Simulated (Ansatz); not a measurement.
Given this structure:

```xyz
2
Lattice="2.7514 0.0000 0.0000 -1.3757 2.3828 0.0000 0.0000 0.0000 4.4623" Properties=species:S:1:pos:R:3 pbc="T T T"
Ir    1.3757    0.7943    3.3467
Ir    0.0000    1.5885    1.1156
```

### Summarise the structure in words.

The element is iridium. It takes space group P6_3/mmc (No. 194) on a primitive hexagonal lattice. The structure is of the kind named hexagonal close-packed (Mg type). The cell holds two atoms. The neighbours of Ir are twelve Ir in an anticuboctahedral arrangement at 2.74 to 2.75 Å. The bonds build a three-dimensional framework.

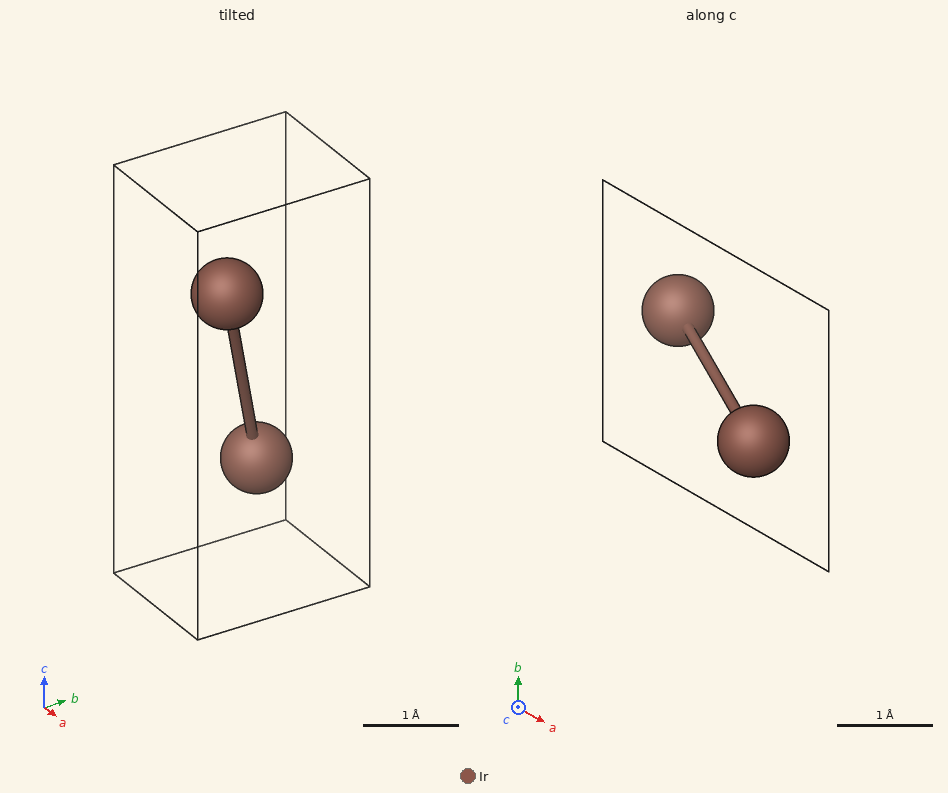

View slightly off an axis and along the c axis, drawn as a ball-and-stick model. Thin lines show the conventional unit cell, with boundary atoms drawn in all their periodic places.

The cell started as a structure listed in the Materials Project. Earlier steps of the study, as a rule a relaxation of our own, may have changed the cell and positions, so they can lie some per cent off the listed ones. A calculation with Ansatz used it as input.

At this level of theory the run's own cell isn't at rest (stretched, at -12 GPa), so its distances can differ from those at equilibrium, the more so the softer the solid.
